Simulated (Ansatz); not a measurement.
## Run report: Ga17N15, geometry relaxation (part 2 of 3)

Continued. System: Ga17N15 (defect cell, 32 atoms in the cell). Method: DFT PBE, scalar-relativistic, plane waves, PAW, no spin polarisation (Ansatz 0.2.0); cutoff 420 eV, 2×2×2 k-mesh, Gaussian smearing of 0.01 eV. The structure derives from a Materials Project entry. It belongs to a series of runs on one base structure; here: Ga on a N site (c), charge +0, atoms relaxed at the host's cell.

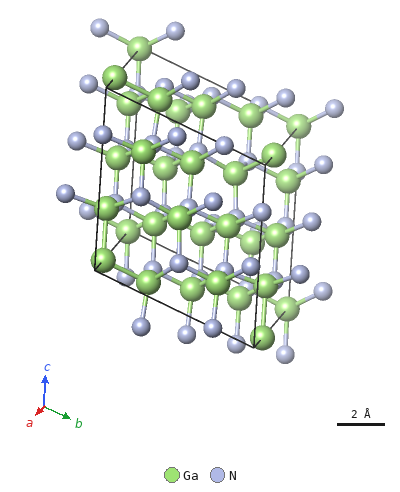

The geometry at step 3 of the log (ball-and-stick view of the cell of the calculation, seen slightly off an axis; bonded neighbours outside the cell are drawn too).

**Output, continued**
```
--- Forces (eV/Å), atoms counted from 1 ---
  atom   1  Ga    -0.00055314     0.00055314     0.00055314
  atom   2  Ga    -0.00150870     0.00305030    -0.00150870
  atom   3  Ga    -0.00305030     0.00150870    -0.00150870
  atom   4  Ga     0.00305030     0.00150870     0.00150870
  atom   5  Ga     0.00055314    -0.00055314     0.00055314
  atom   6  Ga    -0.00150870    -0.00305030     0.00150870
  atom   7  Ga    -0.00150870    -0.00150870     0.00305030
  atom   8  Ga     0.00055314     0.00055314    -0.00055314
  atom   9  Ga    -0.00055314    -0.00055314    -0.00055314
  atom  10  Ga     0.00150870     0.00150870     0.00305030
  atom  11  Ga    -0.00305030    -0.00150870     0.00150870
  atom  12  Ga    -0.00150870     0.00150870    -0.00305030
  atom  13  Ga     0.00150870     0.00305030     0.00150870
  atom  14  Ga     0.00305030    -0.00150870    -0.00150870
  atom  15  Ga     0.00150870    -0.00305030    -0.00150870
  atom  16  Ga     0.00150870    -0.00150870    -0.00305030
  atom  17  Ga     0.00000000     0.00000000     0.00000000
  atom  18  N      0.00113552     0.00062636    -0.00062636
  atom  19  N     -0.00062636    -0.00113552    -0.00062636
  atom  20  N     -0.00000000     0.00000000     0.00000000
  atom  21  N      0.00062636    -0.00062636     0.00113552
  atom  22  N     -0.00000000     0.00000000    -0.00000000
  atom  23  N      0.00113552    -0.00062636     0.00062636
  atom  24  N      0.00062636     0.00113552    -0.00062636
  atom  25  N     -0.00113552    -0.00062636    -0.00062636
  atom  26  N      0.00062636    -0.00113552     0.00062636
  atom  27  N     -0.00062636    -0.00062636    -0.00113552
  atom  28  N     -0.00000000     0.00000000    -0.00000000
  atom  29  N      0.00062636     0.00062636    -0.00113552
  atom  30  N     -0.00113552     0.00062636     0.00062636
  atom  31  N     -0.00062636     0.00113552     0.00062636
  atom  32  N     -0.00062636     0.00062636     0.00113552
  max |Σ_I F_I| component: 2.82e-18 eV/Å
--- Band table (eV) ---
  k-point 0: bands = ["-5.8249", "-5.8249", "-5.8249", "-5.6307", "-5.4231", "-5.4231", "-5.4231", "-5.3207", "-5.3207", "-5.3207", "-5.3093", "-5.3093", "-5.3079", "-5.3079", "-5.3079", "-3.9254", "-3.9254", "-3.9254", "-3.8787", "-3.8787", "-3.8559", "-3.8482", "-3.8482", "-3.8482", "-3.8242", "-3.8242", "-3.8242", "-3.8087", "-3.8087", "-3.7877", "-3.7832", "-3.7832", "-3.7832", "-3.7672", "-3.7672", "-3.7672", "-3.7366", "-3.7366", "-3.7366", "-3.7350",
      "-3.7350", "-3.7350", "-3.7248", "-3.7248", "-3.6855", "-3.6824", "-3.6824", "-3.6824", "-3.6785", "-3.6785", "-3.6785", "-3.6654", "-3.6597", "-3.6597", "-3.6405", "-3.6405", "-3.6405", "-3.6272", "-3.6272", "-3.6272", "-3.6012", "-3.6012", "-3.6012", "-3.5866", "-3.5866", "-3.5866", "-3.5853", "-3.5853", "-3.5550", "-3.5549", "-3.5549", "-3.5549", "-3.5390", "-3.5390", "-3.5390", "-3.5187", "-3.5187", "-3.5149", "-3.5149", "-3.5149",
      "-3.4936", "-3.4936", "-3.4936", "-3.2554", "-3.0305", "-3.0305", "-2.9927", "-2.9927", "-2.9927", "-2.2263", "-2.2263", "-2.2263", "-2.1846", "-2.1846", "-2.1846", "-2.1806", "-2.1806", "-2.0330", "-2.0330", "-2.0330", "2.3715", "3.4692", "3.4692", "3.4692", "3.5806", "3.5806", "3.6838", "3.6838", "3.6838", "4.1529", "4.1529", "4.1529", "4.3231", "5.7841", "5.7841", "5.7841", "5.9551", "6.3113", "6.3113", "6.3113",
      "6.5224", "6.5224", "6.5648", "6.5648", "6.5648", "6.8974", "6.8974", "6.8974", "7.5156", "7.5457", "7.5457", "7.5674", "7.5674", "7.5674", "7.6556", "7.8295", "7.8295", "7.8295", "8.4019", "8.4019", "8.4019", "8.9548", "8.9548", "9.0023", "9.0023", "9.0023", "11.1361", "11.1361", "11.1361", "13.4672", "13.4672", "13.4672", "13.8530", "14.4470", "14.4470", "14.4470", "14.9142", "14.9142", "15.0563", "15.0563",
      "15.0563", "15.2337", "15.2337", "15.2337", "16.1419", "16.6910", "16.6910", "16.6910", "17.2621", "17.2621", "17.2950", "17.2950", "17.2950", "17.4780", "17.8140", "17.8140", "17.8140", "18.4511", "18.4511", "18.4511"]
  k-point 1: bands = ["-6.0744", "-5.6548", "-5.6030", "-5.5438", "-5.5438", "-5.4431", "-5.4061", "-5.4022", "-5.4022", "-5.3631", "-5.3326", "-5.2840", "-5.2832", "-5.2832", "-5.2467", "-3.9348", "-3.9348", "-3.9324", "-3.8660", "-3.8660", "-3.8592", "-3.8484", "-3.8349", "-3.8292", "-3.8247", "-3.8247", "-3.8203", "-3.8157", "-3.8006", "-3.8006", "-3.7949", "-3.7876", "-3.7876", "-3.7861", "-3.7662", "-3.7662", "-3.7628", "-3.7608", "-3.7566", "-3.7566",
      "-3.7485", "-3.7464", "-3.7328", "-3.7328", "-3.7089", "-3.6970", "-3.6962", "-3.6882", "-3.6882", "-3.6744", "-3.6514", "-3.6506", "-3.6483", "-3.6483", "-3.6283", "-3.6274", "-3.6274", "-3.6152", "-3.6102", "-3.5974", "-3.5962", "-3.5962", "-3.5895", "-3.5869", "-3.5869", "-3.5802", "-3.5791", "-3.5771", "-3.5704", "-3.5704", "-3.5608", "-3.5583", "-3.5571", "-3.5571", "-3.5551", "-3.5551", "-3.5386", "-3.5358", "-3.5168", "-3.5168",
      "-3.5140", "-3.2216", "-3.2165", "-3.2165", "-3.0559", "-3.0358", "-2.9829", "-2.9437", "-2.9437", "-2.8922", "-2.4621", "-2.4313", "-2.4244", "-2.4244", "-2.1604", "-1.9537", "-1.9065", "-1.9065", "-1.8207", "-1.7607", "2.4748", "3.0038", "3.3594", "3.3594", "3.4889", "3.6348", "3.6348", "3.8183", "3.9776", "3.9776", "4.4767", "4.5451", "5.2404", "5.2404", "5.4120", "5.4336", "5.7312", "5.8060", "5.8060", "6.4451",
      "6.5025", "6.5236", "6.5236", "6.5887", "7.2163", "7.2163", "7.3276", "7.3376", "7.3376", "7.3485", "7.3555", "7.5523", "7.6091", "7.6091", "7.6559", "8.0624", "8.0624", "8.1790", "8.3963", "8.4764", "8.4764", "8.4835", "8.5643", "8.7223", "8.8903", "8.8903", "10.7632", "11.0701", "11.0701", "12.6735", "13.5225", "14.0585", "14.3074", "14.4568", "14.4568", "14.8421", "14.8838", "14.8838", "14.9093", "15.0503",
      "15.8683", "16.0470", "16.0470", "16.1999", "16.3735", "16.5097", "16.8379", "16.8379", "17.0412", "17.1606", "17.1606", "17.2407", "17.3178", "17.3871", "17.5288", "17.5288", "17.8971", "18.0600", "18.1188", "18.1188"]
--- Relaxed structure (5 steps of the walk, 5 accepted, 0 SCFs on fresh bases) ---
  F+E_penalty+E_count = -70078.80498769 eV   max|allowed force component| = 3.050e-3 eV/Å
  atoms:
    - { symbol: Ga, position: [0.46236158366364366, 0.7123615836636437, 0.7123615836636438] }
    - { symbol: Ga, position: [0.4976313466758233, 0.5056165453550281, 0.0] }
    - { symbol: Ga, position: [0.75, 0.5056165453550282, 0.7476313466758235] }
    - { symbol: Ga, position: [0.5079851986792048, 0.2523686533241765, 0.2523686533241765] }
    - { symbol: Ga, position: [0.75, 0.28763841633635634, 0.0] }
    - { symbol: Ga, position: [0.002368653324176462, 0.25236865332417635, 0.7579851986792047] }
    - { symbol: Ga, position: [0.4976313466758233, 8.673617379884035e-19, 0.5056165453550281] }
    - { symbol: Ga, position: [0.75, 0.0, 0.28763841633635634] }
    - { symbol: Ga, position: [0.03763841633635628, 0.0, 0.0] }
    - { symbol: Ga, position: [0.2556165453550281, 0.0, 0.7476313466758233] }
    - { symbol: Ga, position: [0.7500000000000001, 0.7476313466758235, 0.5056165453550283] }
    - { symbol: Ga, position: [0.002368653324176462, 0.7579851986792047, 0.25236865332417635] }
    - { symbol: Ga, position: [0.2556165453550281, 0.7476313466758233, 0.0] }
    - { symbol: Ga, position: [-0.007985198679204808, 0.49438345464497185, 0.49438345464497185] }
    - { symbol: Ga, position: [0.24438345464497171, 0.4943834546449717, 0.24201480132079517] }
    - { symbol: Ga, position: [0.2443834546449717, 0.24201480132079517, 0.4943834546449717] }
    - { symbol: Ga, position: [0.75, 0.0, 0.0] }
    - { symbol: N, position: [0.75, 0.7433312715462098, 0.25700488270884947] }
    - { symbol: N, position: [0.00700488270884958, 0.7433312715462098, 0.0] }
    - { symbol: N, position: [0.75, 0.4999999999999999, 0.49999999999999994] }
    - { symbol: N, position: [0.00666872845379024, 0.5136736111626398, 0.2566687284537903] }
    - { symbol: N, position: [0.25, 0.5, 0.0] }
    - { symbol: N, position: [0.75, 0.2570048827088494, 0.7433312715462097] }
    - { symbol: N, position: [0.00666872845379024, 0.2566687284537903, 0.5136736111626398] }
    - { symbol: N, position: [0.2636736111626397, 0.2566687284537902, 0.2566687284537902] }
    - { symbol: N, position: [0.4933312715462098, 0.2570048827088496, 0.0] }
    - { symbol: N, position: [0.00700488270884958, 0.0, 0.7433312715462098] }
    - { symbol: N, position: [0.25, 0.0, 0.5] }
    - { symbol: N, position: [0.4933312715462098, 0.0, 0.2570048827088496] }
    - { symbol: N, position: [0.2363263888373602, 0.7429951172911505, 0.7429951172911505] }
    - { symbol: N, position: [0.49299511729115036, 0.7429951172911504, 0.48632638883736024] }
    - { symbol: N, position: [0.4929951172911504, 0.48632638883736024, 0.7429951172911504] }
```

**Trajectory as extended XYZ (Å, eV, eV/Å), 5 frames, from step=1 to step=5**
```
32
Lattice="4.5485 4.5485 4.5485 -4.5485 4.5485 -4.5485 -4.5485 -4.5485 4.5485" Properties=species:S:1:pos:R:3:forces:R:3 step=1 energy=-70074.66745
Ga   -4.5485    2.2742    2.2742    4.3730  -4.3730  -4.3730
Ga    0.0000    4.5485    0.0000   -0.0488   0.0277  -0.0488
Ga   -2.2742    2.2742    4.5485   -0.0277   0.0488  -0.0488
Ga    0.0000    2.2742    2.2742    0.0277   0.0488   0.0488
Ga    2.2742    4.5485    2.2742   -4.3730   4.3730  -4.3730
Ga   -4.5485   -2.2742    2.2742   -0.0488  -0.0277   0.0488
Ga    0.0000    0.0000    4.5485   -0.0488  -0.0488   0.0277
Ga    2.2742    2.2742    4.5485   -4.3730  -4.3730   4.3730
Ga    0.0000    0.0000    0.0000    4.3730   4.3730   4.3730
Ga   -2.2742   -2.2742    4.5485    0.0488   0.0488   0.0277
Ga   -2.2742    4.5485    2.2742   -0.0277  -0.0488   0.0488
Ga   -4.5485    2.2742   -2.2742   -0.0488   0.0488  -0.0277
Ga   -2.2742    4.5485   -2.2742    0.0488   0.0277   0.0488
Ga   -4.5485    0.0000    0.0000    0.0277  -0.0488  -0.0488
Ga   -2.2742    2.2742    0.0000    0.0488  -0.0277  -0.0488
Ga   -2.2742    0.0000    2.2742    0.0488  -0.0488  -0.0277
Ga    3.4114    3.4114    3.4114    0.0000   0.0000   0.0000
N    -1.1371    5.6856    1.1371    0.0252  -0.3928   0.3928
N    -3.4114    3.4114   -3.4114    0.3928  -0.0252   0.3928
N    -1.1371    3.4114    3.4114    0.0000   0.0000   0.0000
N    -3.4114    1.1371   -1.1371   -0.3928   0.3928   0.0252
N    -1.1371    3.4114   -1.1371    0.0000   0.0000   0.0000
N    -1.1371    1.1371    5.6856    0.0252   0.3928  -0.3928
N    -3.4114   -1.1371    1.1371   -0.3928   0.0252   0.3928
N    -1.1371    1.1371    1.1371   -0.0252   0.3928   0.3928
N     1.1371    3.4114    1.1371   -0.3928  -0.0252  -0.3928
N    -3.4114   -3.4114    3.4114    0.3928   0.3928  -0.0252
N    -1.1371   -1.1371    3.4114    0.0000   0.0000   0.0000
N     1.1371    1.1371    3.4114   -0.3928  -0.3928  -0.0252
N    -5.6856    1.1371    1.1371   -0.0252  -0.3928  -0.3928
N    -3.4114    3.4114    1.1371    0.3928   0.0252  -0.3928
N    -3.4114    1.1371    3.4114    0.3928  -0.3928   0.0252
32
Lattice="4.5485 4.5485 4.5485 -4.5485 4.5485 -4.5485 -4.5485 -4.5485 4.5485" Properties=species:S:1:pos:R:3:forces:R:3 step=2 energy=-70078.36707
Ga   -4.4354    2.1612    2.1612    0.9873  -0.9873  -0.9873
Ga   -0.0125    4.5535   -0.0125   -0.2168  -0.0536  -0.2168
Ga   -2.2793    2.2868    4.5360    0.0536   0.2168  -0.2168
Ga    0.0051    2.2868    2.2868   -0.0536   0.2168   0.2168
Ga    2.1612    4.6615    2.1612   -0.9873   0.9873  -0.9873
Ga   -4.5610   -2.2793    2.2868   -0.2168   0.0536   0.2168
Ga   -0.0125   -0.0125    4.5535   -0.2168  -0.2168  -0.0536
Ga    2.1612    2.1612    4.6615   -0.9873  -0.9873   0.9873
Ga    0.1130    0.1130    0.1130    0.9873   0.9873   0.9873
Ga   -2.2617   -2.2617    4.5535    0.2168   0.2168  -0.0536
Ga   -2.2793    4.5360    2.2868    0.0536  -0.2168   0.2168
Ga   -4.5610    2.2868   -2.2793   -0.2168   0.2168   0.0536
Ga   -2.2617    4.5535   -2.2617    0.2168  -0.0536   0.2168
Ga   -4.5434   -0.0125   -0.0125   -0.0536  -0.2168  -0.2168
Ga   -2.2617    2.2692   -0.0125    0.2168   0.0536  -0.2168
Ga   -2.2617   -0.0125    2.2692    0.2168  -0.2168   0.0536
Ga    3.4114    3.4114    3.4114    0.0000   0.0000   0.0000
N    -1.1322    5.6491    1.1736    0.0044  -0.1725   0.1725
N    -3.3748    3.4065   -3.3748    0.1725  -0.0044   0.1725
N    -1.1371    3.4114    3.4114    0.0000   0.0000   0.0000
N    -3.4479    1.1736   -1.1322   -0.1725   0.1725   0.0044
N    -1.1371    3.4114   -1.1371    0.0000   0.0000   0.0000
N    -1.1322    1.1736    5.6491    0.0044   0.1725  -0.1725
N    -3.4479   -1.1322    1.1736   -0.1725   0.0044   0.1725
N    -1.1420    1.1736    1.1736   -0.0044   0.1725   0.1725
N     1.1006    3.4065    1.1006   -0.1725  -0.0044  -0.1725
N    -3.3748   -3.3748    3.4065    0.1725   0.1725  -0.0044
N    -1.1371   -1.1371    3.4114    0.0000   0.0000   0.0000
N     1.1006    1.1006    3.4065   -0.1725  -0.1725  -0.0044
N    -5.6905    1.1006    1.1006   -0.0044  -0.1725  -0.1725
N    -3.3748    3.4162    1.1006    0.1725   0.0044  -0.1725
N    -3.3748    1.1006    3.4162    0.1725  -0.1725   0.0044
32
Lattice="4.5485 4.5485 4.5485 -4.5485 4.5485 -4.5485 -4.5485 -4.5485 4.5485" Properties=species:S:1:pos:R:3:forces:R:3 step=3 energy=-70078.76778
Ga   -4.3947    2.1205    2.1205    0.2734  -0.2734  -0.2734
Ga   -0.0291    4.5615   -0.0291   -0.0982  -0.0154  -0.0982
Ga   -2.2872    2.3033    4.5194    0.0154   0.0982  -0.0982
Ga    0.0130    2.3033    2.3033   -0.0154   0.0982   0.0982
Ga    2.1205    4.7023    2.1205   -0.2734   0.2734  -0.2734
Ga   -4.5775   -2.2872    2.3033   -0.0982   0.0154   0.0982
Ga   -0.0291   -0.0291    4.5615   -0.0982  -0.0982  -0.0154
Ga    2.1205    2.1205    4.7023   -0.2734  -0.2734   0.2734
Ga    0.1538    0.1538    0.1538    0.2734   0.2734   0.2734
Ga   -2.2452   -2.2452    4.5615    0.0982   0.0982  -0.0154
Ga   -2.2872    4.5194    2.3033    0.0154  -0.0982   0.0982
Ga   -4.5775    2.3033   -2.2872   -0.0982   0.0982   0.0154
Ga   -2.2452    4.5615   -2.2452    0.0982  -0.0154   0.0982
Ga   -4.5355   -0.0291   -0.0291   -0.0154  -0.0982  -0.0982
Ga   -2.2452    2.2612   -0.0291    0.0982   0.0154  -0.0982
Ga   -2.2452   -0.0291    2.2612    0.0982  -0.0982   0.0154
Ga    3.4114    3.4114    3.4114    0.0000   0.0000   0.0000
N    -1.1399    5.6288    1.1939    0.0549  -0.0032   0.0032
N    -3.3546    3.4141   -3.3546    0.0032  -0.0549   0.0032
N    -1.1371    3.4114    3.4114    0.0000   0.0000   0.0000
N    -3.4681    1.1939   -1.1399   -0.0032   0.0032   0.0549
N    -1.1371    3.4114   -1.1371    0.0000   0.0000   0.0000
N    -1.1399    1.1939    5.6288    0.0549   0.0032  -0.0032
N    -3.4681   -1.1399    1.1939   -0.0032   0.0549   0.0032
N    -1.1343    1.1939    1.1939   -0.0549   0.0032   0.0032
N     1.0803    3.4141    1.0803   -0.0032  -0.0549  -0.0032
N    -3.3546   -3.3546    3.4141    0.0032   0.0032  -0.0549
N    -1.1371   -1.1371    3.4114    0.0000   0.0000   0.0000
N     1.0803    1.0803    3.4141   -0.0032  -0.0032  -0.0549
N    -5.6828    1.0803    1.0803   -0.0549  -0.0032  -0.0032
N    -3.3546    3.4086    1.0803    0.0032   0.0549  -0.0032
N    -3.3546    1.0803    3.4086    0.0032  -0.0032   0.0549
32
Lattice="4.5485 4.5485 4.5485 -4.5485 4.5485 -4.5485 -4.5485 -4.5485 4.5485" Properties=species:S:1:pos:R:3:forces:R:3 step=4 energy=-70078.80425
Ga   -4.3753    2.1011    2.1011   -0.0393   0.0393   0.0393
Ga   -0.0359    4.5618   -0.0359   -0.0106   0.0241  -0.0106
Ga   -2.2876    2.3101    4.5126   -0.0241   0.0106  -0.0106
Ga    0.0133    2.3101    2.3101    0.0241   0.0106   0.0106
Ga    2.1011    4.7216    2.1011    0.0393  -0.0393   0.0393
Ga   -4.5844   -2.2876    2.3101   -0.0106  -0.0241   0.0106
Ga   -0.0359   -0.0359    4.5618   -0.0106  -0.0106   0.0241
Ga    2.1011    2.1011    4.7216    0.0393   0.0393  -0.0393
Ga    0.1732    0.1732    0.1732   -0.0393  -0.0393  -0.0393
Ga   -2.2383   -2.2383    4.5618    0.0106   0.0106   0.0241
Ga   -2.2876    4.5126    2.3101   -0.0241  -0.0106   0.0106
Ga   -4.5844    2.3101   -2.2876   -0.0106   0.0106  -0.0241
Ga   -2.2383    4.5618   -2.2383    0.0106   0.0241   0.0106
Ga   -4.5351   -0.0359   -0.0359    0.0241  -0.0106  -0.0106
Ga   -2.2383    2.2609   -0.0359    0.0106  -0.0241  -0.0106
Ga   -2.2383   -0.0359    2.2609    0.0106  -0.0106  -0.0241
Ga    3.4114    3.4114    3.4114    0.0000   0.0000   0.0000
N    -1.1382    5.6233    1.1994    0.0076  -0.0010   0.0010
N    -3.3491    3.4124   -3.3491    0.0010  -0.0076   0.0010
N    -1.1371    3.4114    3.4114    0.0000   0.0000   0.0000
N    -3.4736    1.1994   -1.1382   -0.0010   0.0010   0.0076
N    -1.1371    3.4114   -1.1371    0.0000   0.0000   0.0000
N    -1.1382    1.1994    5.6233    0.0076   0.0010  -0.0010
N    -3.4736   -1.1382    1.1994   -0.0010   0.0076   0.0010
N    -1.1360    1.1994    1.1994   -0.0076   0.0010   0.0010
N     1.0749    3.4124    1.0749   -0.0010  -0.0076  -0.0010
N    -3.3491   -3.3491    3.4124    0.0010   0.0010  -0.0076
N    -1.1371   -1.1371    3.4114    0.0000   0.0000   0.0000
N     1.0749    1.0749    3.4124   -0.0010  -0.0010  -0.0076
N    -5.6845    1.0749    1.0749   -0.0076  -0.0010  -0.0010
N    -3.3491    3.4103    1.0749    0.0010   0.0076  -0.0010
N    -3.3491    1.0749    3.4103    0.0010  -0.0010   0.0076
```
